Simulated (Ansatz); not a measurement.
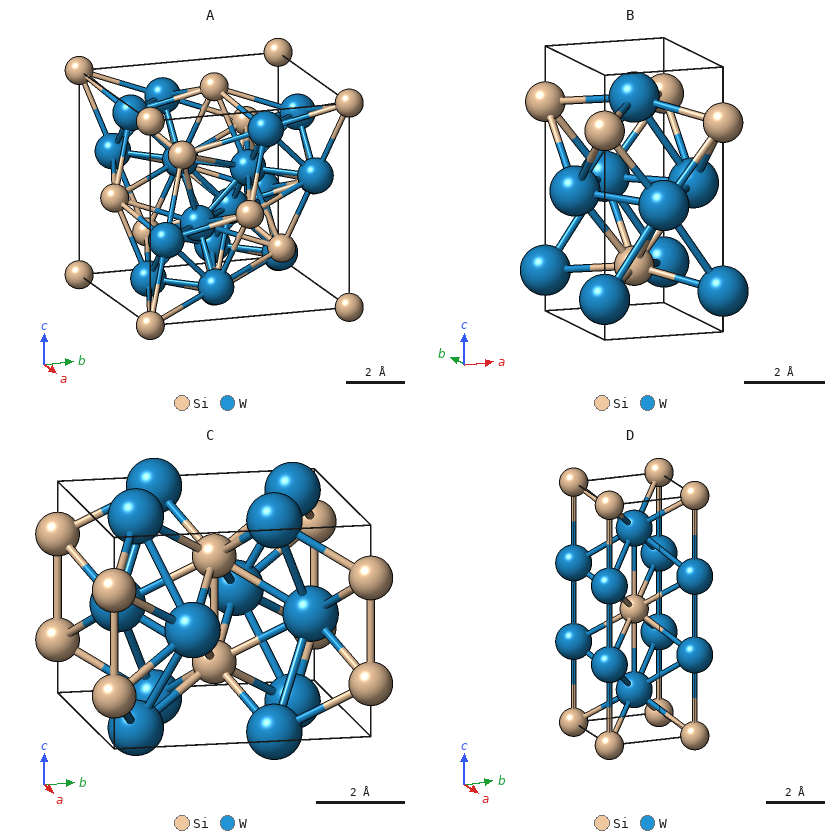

Four structures of SiW2, each relaxed to rest (conventional cells in solid outline, small ones repeated, each panel with its own scale). Method: Ansatz, DFT PBE, scalar-relativistic, plane waves, PAW, without spin polarisation.

### Give the type and space group of each panel.

A: cubic Laves phase (C15, MgCu₂ type), Fd-3m; B: 6 atoms a cell on a primitive orthorhombic lattice, Pmmn; C: 12 atoms a cell on a body-centred tetragonal lattice, I4/mcm; D: 6 atoms a cell on a body-centred tetragonal lattice, I4/mmm.

### Which of these is lowest in energy, and how far above it do the others lie?

C, then B (+102 meV/atom), D (+202 meV/atom) and A (+942 meV/atom), energies at zero smearing.

### Collect the results in a table.

| panel | structure | E − E(lowest) (meV/atom) | volume (Å³/atom) | gap (eV) |
| --- | --- | --- | --- | --- |
| C | I4/mcm | 0 | 14.7 | metal |
| B | Pmmn | 102 | 15.1 | metal |
| D | I4/mmm | 202 | 14.9 | metal |
| A | Fd-3m | 942 | 16.9 | metal |

Some of these may be structure types tried for this composition rather than known phases, and the most stable form need not be among them. Gaps are taken on the k-mesh or band path of each run.
